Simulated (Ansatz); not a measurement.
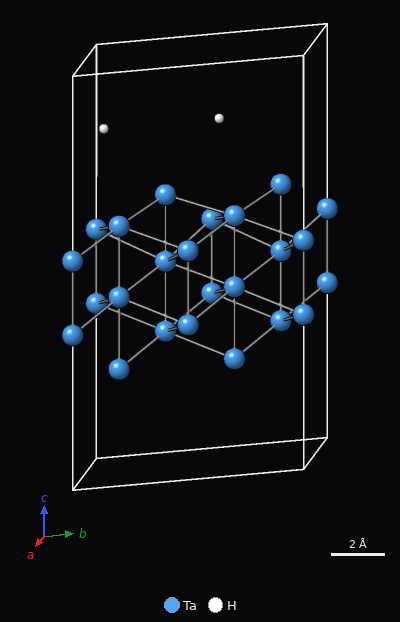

Fig. 1: The structure (ball-and-stick view of the 1 × 2 repeat of the cell, with the vacuum cut short, seen slightly off an axis). An atom can appear more than once, as a periodic image.

**Run report: Ta8H, single-point calculation (part 1 of 2)**

- system: Ta8H (slab, 9 atoms in the cell)
- method: DFT PBE+D3(BJ), scalar-relativistic, plane waves, PAW, no spin polarisation (Ansatz 0.2.0)

The structure derives from an entry of the Crystallography Open Database. It belongs to a series of runs on one base structure; here: H lifted by +2.00 A from its best place. Figures and captions count atoms from 1; the log counts them from 0 in places.

## Input file
```yaml
crystal:
  lattice:
    - [4.6456161668, 0.0, 0.0]
    - [-2.3228080834, 4.0232216167, 0.0]
    - [0.0, 0.0, 25.6379770039]
  atoms:
    - { symbol: Ta, position: [0.6666666667, 0.3333333333, 0.331539419] }
    - { symbol: Ta, position: [0.3333333333, 0.6666666667, 0.3685268315] }
    - { symbol: Ta, position: [0.0, 0.0, 0.4055142438] }
    - { symbol: Ta, position: [0.6666666667, 0.3333333333, 0.4425016562] }
    - { symbol: Ta, position: [0.3333333333, 0.6666666667, 0.4762660038] }
    - { symbol: Ta, position: [0.0, 0.0, 0.519856666] }
    - { symbol: Ta, position: [0.6666666667, 0.3333333333, 0.5522688407] }
    - { symbol: Ta, position: [0.3333333333, 0.6666666667, 0.578937064] }
    - { symbol: H, position: [0.5, 1.1666666667, 0.6967019059] }
basis:
  ecutwfc: 420
kpoints:
  mp_grid: { grid: [6, 6, 1] }
hamiltonian:
  xc: pbe
  dispersion: d3bj
scf:
  occupations: { method: gaussian, width: 0.1 }
output:
  forces: true
  stress: true
  eigenvalues: true
  write_density: true
  write_potential: true
  elf: true
  volumetric_format: npy
efield:
  axis: 3
  dipole_correction: true
  ramp_width: 0.04
```

Launch command:
```bash
ansatz run input.yaml --threads 2 --pin off --max-ram 5120MiB --backend cpu --events-out ev --progress --plain --runs-dir out
```

## Log
```
Engine: ansatz 0.2.0, x86_64-unknown-linux-gnu
Pseudopotentials: kind: paw
Pseudopotential: Ta, paw, valence charge 13, recommended cutoff 420 eV (normal), Ta.paw.azcp
Pseudopotential: H, paw, valence charge 1, recommended cutoff 420 eV (normal), H.paw.azcp
Functional definition: PBE
  parameter kappa = 0.804
  parameter beta = 0.06672455060314922
  exchange = pbe_x(kappa = kappa, mu = beta*pi^2/3)
  correlation = pbe_c(beta = beta)
Crystal: 9 atoms, lattice volume = 479.183 Å³
Basis set: ecut = 420 eV, 9427 PW (Γ), exchange–correlation on 64×64×360 points (8 copies of the dense FFT grid, shifted against one another)
Bands: 63, of which v1, the nominal top of the filled ones, is band 53 counted from 1 (52 counted from 0)
Symmetry: 1 space group operations
Space group: P1 (ITA 1), of the structure as read, at distance tolerance 7.8e-5 Å
k-points: 20 of 36 (time reversal used)
Non-local potential: Ta, projectors of the file, l = 0: 3, l = 1: 2, l = 2: 2, l = 3: 1
Non-local potential: H, projectors of the file, l = 0: 2, l = 1: 1
PAW form: soft (Blöchl's): semilocal exchange-correlation on the pseudo side does not see the compensation charge
PAW one-centre angular grid: Ta, 590 points (default); XC on 64 Gauss nodes
PAW one-centre angular grid: H, 110 points (default); XC on 64 Gauss nodes
Initial density: superposition of atomic densities (neutral atoms: chi_scale 0, normalization atom), corrected by the library's trained network
Initial wavefunctions: pseudopotential atomic-orbital guess
Functional: x = pbe(κ = 0.804, μ = 0.2195149727645171), c = pbe(β = 0.06672455060314922)
SCF iter   1: F=—  HF=-79468.433091 eV  |F-HF|=—  |Δ(HF+E_count)|=         —  Δρ=8.88e-3  dr2=6.06e0  ethr=1.77e-3  p=-0.279 e·Å  D=-1.05e-1 V/Å  ΔV_dip=2.70 eV  dr2_dipole=1.43e0  V_vac-E_F(+/−)=6.55/3.86 eV  ⟨swp⟩=11.3  Hψ=6631  notcnv=0
efield: sawtooth ramp at fractional position 0.9941 (placed from the atoms, in the widest stretch of the axis that holds none; the zero of the levels goes with the place), width 0.0400; the density the first Hamiltonian is built on has a dipole p = -0.279 e·Å; the dipole correction subtracts the counter field D = -1.05e-1 V/Å, which shifts the + side's vacuum level by +2.70 eV against the − side's; the planar-averaged density in the ramp window peaks in size at 3.4e-5 e/Å³
preconditioner: auto → LDOS  [metal: Δε(μ)=0.007 eV  Ē_g=3.351 eV  σ=0.100 eV  W_gap=0.04  n_scr=82 (ndim 8)  ℏωp=10.9 eV  f_vac=0.577  D(μ)=11.43/eV (n_scr^D=82)  β→1.0]
SCF iter   2: F=—  HF=-79468.302592 eV  |F-HF|=—  |Δ(HF+E_count)|=   1.30e-1  Δρ=3.45e-3  dr2=7.89e-1  ethr=1.77e-3  p=-0.307 e·Å  D=-1.16e-1 V/Å  ΔV_dip=2.97 eV  dr2_dipole=3.21e-1  V_vac-E_F(+/−)=6.44/3.47 eV  ⟨swp⟩=2.6  Hψ=1586  notcnv=0  defer=65
SCF iter   3: F=—  HF=-79468.294386 eV  |F-HF|=—  |Δ(HF+E_count)|=   8.21e-3  Δρ=9.18e-4  dr2=2.56e-2  ethr=7.52e-4  p=-0.308 e·Å  D=-1.16e-1 V/Å  ΔV_dip=2.98 eV  dr2_dipole=9.47e-4  V_vac-E_F(+/−)=6.44/3.46 eV  ⟨swp⟩=1.9  Hψ=1229  notcnv=0  defer=68
SCF iter   4: F=—  HF=-79468.294692 eV  |F-HF|=—  |Δ(HF+E_count)|=   3.06e-4  Δρ=2.50e-4  dr2=8.69e-4  ethr=2.44e-5  p=-0.314 e·Å  D=-1.19e-1 V/Å  ΔV_dip=3.04 eV  dr2_dipole=3.93e-6  V_vac-E_F(+/−)=6.43/3.39 eV  ⟨swp⟩=2.0  Hψ=1531  notcnv=0  defer=68
SCF iter   5: F=—  HF=-79468.294725 eV  |F-HF|=—  |Δ(HF+E_count)|=   3.33e-5  Δρ=1.03e-4  dr2=2.22e-4  ethr=8.28e-7  p=-0.315 e·Å  D=-1.19e-1 V/Å  ΔV_dip=3.05 eV  dr2_dipole=7.07e-5  V_vac-E_F(+/−)=6.42/3.37 eV  ⟨swp⟩=3.4  Hψ=2504  notcnv=0  defer=68
SCF iter   6: F=—  HF=-79468.294724 eV  |F-HF|=—  |Δ(HF+E_count)|=   1.59e-6  Δρ=3.69e-5  dr2=2.53e-5  ethr=2.11e-7  p=-0.315 e·Å  D=-1.19e-1 V/Å  ΔV_dip=3.05 eV  dr2_dipole=6.72e-6  V_vac-E_F(+/−)=6.41/3.36 eV  ⟨swp⟩=2.0  Hψ=1574  notcnv=0  defer=68
SCF iter   7: F=—  HF=-79468.294940 eV  |F-HF|=—  |Δ(HF+E_count)|=   2.16e-4  Δρ=1.75e-5  dr2=3.43e-6  ethr=2.41e-8  p=-0.315 e·Å  D=-1.19e-1 V/Å  ΔV_dip=3.05 eV  dr2_dipole=9.69e-8  V_vac-E_F(+/−)=6.41/3.36 eV  ⟨swp⟩=2.0  Hψ=1682  notcnv=0  defer=66
SCF iter   8: F=—  HF=-79468.294940 eV  |F-HF|=—  |Δ(HF+E_count)|=   1.40e-7  Δρ=1.08e-5  dr2=2.20e-6  ethr=3.26e-9  p=-0.315 e·Å  D=-1.19e-1 V/Å  ΔV_dip=3.05 eV  dr2_dipole=8.63e-7  V_vac-E_F(+/−)=6.41/3.36 eV  ⟨swp⟩=2.0  Hψ=1623  notcnv=0  defer=66
SCF iter   9: F=—  HF=-79468.294940 eV  |F-HF|=—  |Δ(HF+E_count)|=   2.44e-9  Δρ=5.63e-6  dr2=8.07e-7  ethr=2.09e-9  p=-0.315 e·Å  D=-1.19e-1 V/Å  ΔV_dip=3.05 eV  dr2_dipole=2.41e-7  V_vac-E_F(+/−)=6.41/3.36 eV  ⟨swp⟩=1.8  Hψ=1274  notcnv=0  defer=66
SCF iter  10: F=-79468.294940 eV  HF=-79468.294940 eV  |F-HF|=4.05e-9  |Δ(HF+E_count)|=   1.20e-7  Δρ=1.38e-6  dr2=3.84e-8  ethr=9.52e-11  p=-0.315 e·Å  D=-1.19e-1 V/Å  ΔV_dip=3.05 eV  dr2_dipole=1.33e-8  V_vac-E_F(+/−)=6.41/3.36 eV  ⟨swp⟩=21.8  Hψ=11591  notcnv=0
SCF 1 converged in 10 iterations: F = -79468.294940 eV  dr2 = 3.84e-8
  greatest PAW one-centre occupation: 1.000 electrons in one spin orbital (limit 2), on the Ta atom at site 6 (counted from 0), in its partial waves of l = 0
```

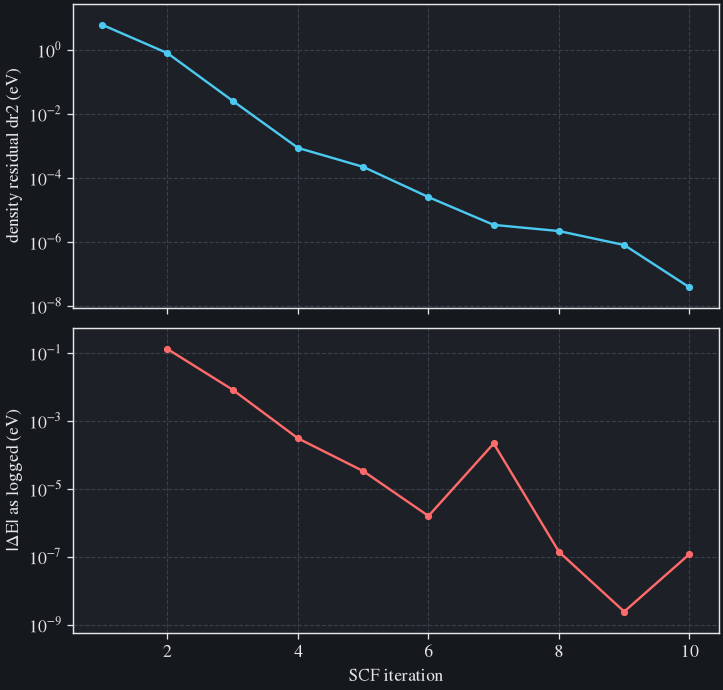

Fig. 2: Convergence of the self-consistent field: density residual dr2 and size of the energy change against the SCF iteration. The residual falls at every step.

```
WARN: The output density's exchange-correlation potential varies sharply where the density is thin. Do not read a vacuum level from v_tot or v_xc, or from such a field of the output density. On a cell that repeats whose density bears no net charge and no dipole along the vacuum's axis use v_es (v_loc + v_h of the components); under efield.dipole_correction with no amplitude use v_es + v_field, which holds any external_charges[].barrier, or the levels of the report's work_function block, which leave it out; under a non-zero efield.amplitude the vacuum is tilted and has no level; on a cell that repeats and bears such a dipole with no correction it is tilted too, and efield.dipole_correction with no amplitude gives each side of its ramp a level where efield: is served; in a cell that repeats whose density bears a net charge (total_charge, or a fill off its count) it is curved and has none; of a slab under crystal.periodic whose density bears no net charge use v_es, which has a level on each side, short of where the two are joined; of another it falls or rises all the way out and has none; of a slab beside external_charges read slab_vacuum_level instead, which it has where they leave it neutral. The grid or the basis barely resolves most such structure, and the values can differ between equally converged runs; as a rule a tighter scf.convergence.dr2_threshold does not remove it. Where the density itself ripples (under the LDA too) a higher basis.ecutwfc lessens it. The files hold the spikes' plane waves up to the density's cutoff. Files: v_tot_of_output_density and the like, and their columns of v_z.tsv (output.write_potential); v_xc_of_output_density and the like, and their columns of v_comp_z.tsv (output.write_potential_components). Measured: with its Gaussian average of σ = 0.25 Å subtracted twice, the exchange-correlation potential is over 0.1 eV at 724 of the grid points where the equally averaged density (valence and model cores) is under 1e-3 e/Å³, and 0.550 eV at the most among them, at an averaged density of 9.9e-4 e/Å³. The input density's (outcome.potential() and, of a run that writes arrays, v_tot and v_xc) is over 0.1 eV, so measured, at 743 points of its own thin density, 0.548 eV at the most. See output.write_potential in the manual, Limitations
SCF converged after 10 iterations
Free energy (F): -79468.294940 eV
Harris-Foulkes:  -79468.294940 eV  (|F-HF|=4.05e-9)
Internal energy: -79468.230874 eV  (E = F + TS)
E sigma→0 (E₀):  -79468.262907 eV
Entropy (-TS):   -0.064066 eV (-7.118 meV/atom)
Fermi energy:    2.308975 eV
Dipole field:    D = -0.119029 V/Å  (p = -0.315205 e·Å, saw-weighted, corrected)
Work function:   Φ+ = 6.4074 eV   Φ− = 3.3557 eV
Levels:          The Fermi level and band energies are counted from a zero that moves with the ramp; work functions are not
--- Per-component energies (eV) ---
  E_band       = -2538.665852
  E_kinetic    = 2928.615625
  E_local      = -116762.388491  (includes V_loc(G=0)·N_el)
  E_nonlocal   = 123.740319
  E_hartree    = 56860.889553
  E_xc         = -1746.629766
  E_vxc        = -1630.606440  (∫ρ·V_xc dr)
  E_paw        = -67173.065094  (= ΣΔE_a)
  E_vpaw       = -903.087058  (= ΣTr[D̂ρ^β])
  E_aug_tail   = 0.000357  (compensation charges beyond the density's cutoff)
  E_efield     = 0.018759  (sawtooth field / dipole correction)
  E_vefield    = -16.763828  (∫n·V_field dr)
  E_ewald      = 46304.165147
  E_disp       = -3.577284  (pairwise vdW)
  E_smearing   = -0.064066  (= −TS)
  E_closure    = -0.000000  (closes the sum)
  Σ components = -79468.294940   (vs F -79468.294940, Δ=0.00e0)
--- Forces (eV/Å), atoms counted from 1 ---
  atom   1  Ta    -0.00066421    -0.01194552     1.81533554
  atom   2  Ta    -0.00574012    -0.00609660    -0.11788044
  atom   3  Ta     0.00633938     0.03565416    -1.15925285
  atom   4  Ta     0.01531903     0.01130112    -0.72017164
  atom   5  Ta     0.00719445     0.01702538     0.03570922
  atom   6  Ta    -0.00472569    -0.03813729    -0.24755891
  atom   7  Ta    -0.06453378    -0.15258527     0.34571188
  atom   8  Ta    -0.02319210     0.15100878     1.10566453
  atom   9  H      0.07000383    -0.00622391    -1.05742409
  max |Σ_I F_I| component: 1.33e-4 eV/Å
--- Stress (GPa, compression-positive) ---
       -1.986023       0.026913       0.065912
        0.026913      -2.082638       0.003037
        0.065912       0.003037      -2.130924
  P = ⅓ Tr σ = -2.0665 GPa (-20.665 kbar)
--- Band table (eV; the first three rows and the last of 20) ---
```
